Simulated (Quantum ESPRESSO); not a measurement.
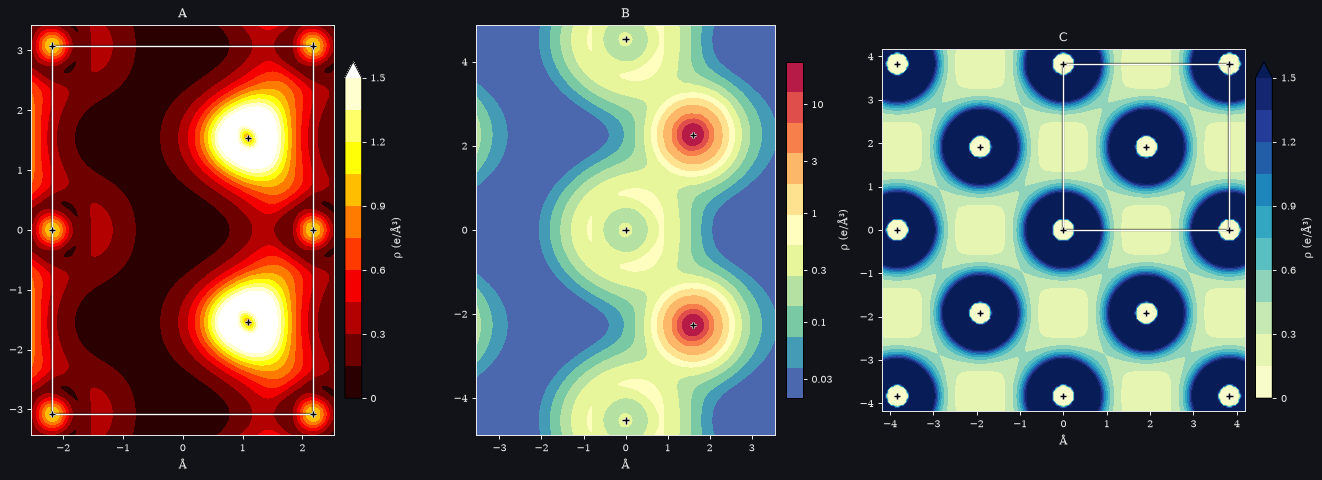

The valence charge density (pseudo) of 3 systems, each on a plane through atoms (crosses mark nuclei in the plane).

Level of theory: Quantum ESPRESSO, Kohn-Sham DFT of a periodic cell, PBE, SSSP 1.3 efficiency PBE.

System 1: SiC, the (011) plane of the conventional cell. Space group F-43m; computed pressure about 3 GPa in this cell.

```cif
data_structure
_symmetry_space_group_name_H-M 'P 1'
_symmetry_Int_Tables_number 1
_cell_length_a 4.3580
_cell_length_b 4.3580
_cell_length_c 4.3580
_cell_angle_alpha 90.000
_cell_angle_beta 90.000
_cell_angle_gamma 90.000
_cell_volume 82.77
loop_
_atom_site_label
_atom_site_type_symbol
_atom_site_fract_x
_atom_site_fract_y
_atom_site_fract_z
_atom_site_occupancy
Si1 Si 0.50000 0.50000 0.00000 1
Si2 Si 0.00000 0.50000 0.50000 1
Si3 Si 0.00000 0.00000 0.00000 1
Si4 Si 0.50000 0.00000 0.50000 1
C1 C 0.75000 0.75000 0.25000 1
C2 C 0.25000 0.75000 0.75000 1
C3 C 0.25000 0.25000 0.25000 1
C4 C 0.75000 0.25000 0.75000 1
```

System 2: CdTe, the (110) plane of the conventional cell. Space group F-43m; computed pressure about 4 GPa in this cell.

```cif
data_structure
_symmetry_space_group_name_H-M 'P 1'
_symmetry_Int_Tables_number 1
_cell_length_a 6.4100
_cell_length_b 6.4100
_cell_length_c 6.4100
_cell_angle_alpha 90.000
_cell_angle_beta 90.000
_cell_angle_gamma 90.000
_cell_volume 263.37
loop_
_atom_site_label
_atom_site_type_symbol
_atom_site_fract_x
_atom_site_fract_y
_atom_site_fract_z
_atom_site_occupancy
Te1 Te 0.75000 0.75000 0.25000 1
Te2 Te 0.25000 0.75000 0.75000 1
Te3 Te 0.25000 0.25000 0.25000 1
Te4 Te 0.75000 0.25000 0.75000 1
Cd1 Cd 0.50000 0.50000 0.00000 1
Cd2 Cd 0.00000 0.50000 0.50000 1
Cd3 Cd 0.00000 0.00000 0.00000 1
Cd4 Cd 0.50000 0.00000 0.50000 1
```

System 3: Ir, the (100) plane of the conventional cell. Space group Fm-3m; computed pressure about 10 GPa in this cell.

Match each panel to its system.

Answer. Panel A is system 1, SiC: the plane holds Si and C. Si–C (1.89 Å): the density is about 0.89 e/Å³ at the midpoint. Panel B is system 2, CdTe: the plane holds Te and Cd. Cd–Te (2.78 Å): the density is about 0.36 e/Å³ at the midpoint. Panel C is system 3, Ir: the plane holds Ir. Ir–Ir (2.71 Å): ρ is about 0.45 e/Å³ halfway.
